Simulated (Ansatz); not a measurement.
System: Bi$_{2}$Se$_{3}$, space group R-3m (No. 166), 5 atoms in the cell.

```yaml
crystal:
  lattice:
    - [2.09335, 3.62580, 0.00000]
    - [-2.09335, 3.62580, 0.00000]
    - [0.00000, -2.41720, 9.64603]
  atoms:
    - { symbol: Bi, position: [0.40080, 0.40080, 0.20240] }
    - { symbol: Bi, position: [0.59920, 0.59920, 0.79760] }
    - { symbol: Se, position: [0.00000, 0.00000, 0.00000] }
    - { symbol: Se, position: [0.21170, 0.21170, 0.63510] }
    - { symbol: Se, position: [0.78830, 0.78830, 0.36490] }
```

Level of theory: DFT with r2SCAN, PAW plane waves, no spin polarisation, 7×7×7 k mesh, 500 eV cutoff; code Ansatz.

Predict the main features of the band structure. The path is Γ–T–H2–H0–L–Γ–S0–S2–F–Γ.

The bands leave a gap. The gap along this path is 0.51 eV and direct: both edges lie at Γ. The top valence level at Γ is a single band, not degenerate (spin aside). The top valence band spans 1.3 eV and the lowest conduction band 2.0 eV. The direct gaps are 2.62 eV at S0, 2.60 eV at F and 2.62 eV at S2.

The atoms aren't at rest in this cell (largest force 0.3 eV/Å), so the relaxed material can differ. Spin-orbit coupling is left out, which matters for Bi.

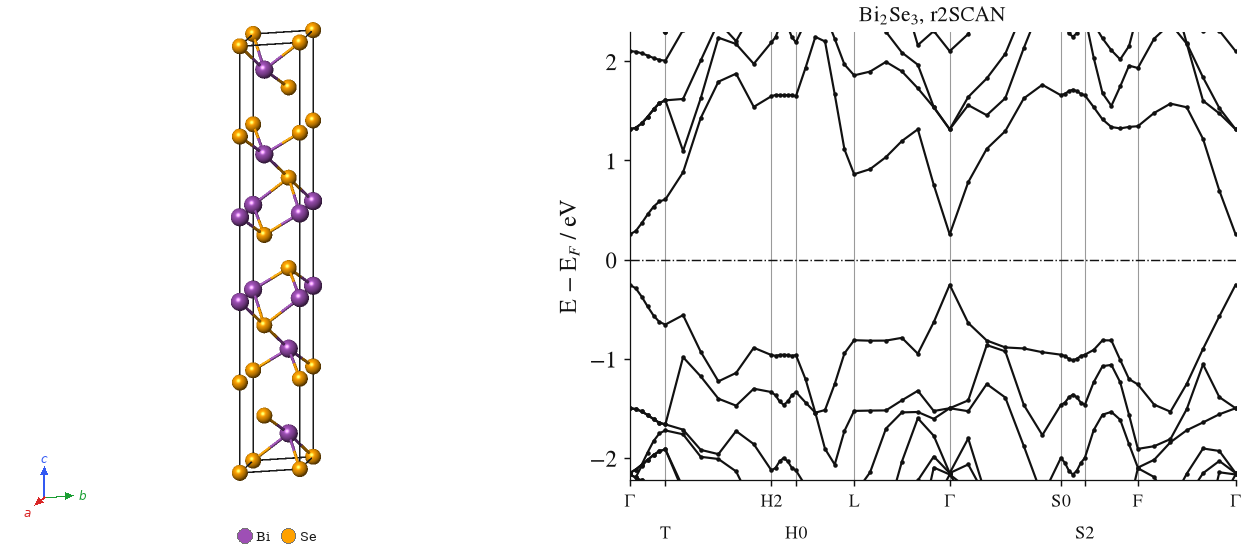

Band structure, beside the structure. Energies are counted from the Fermi level. The path runs straight from each named point to the next. The path has few k points, so lines between them are rough.
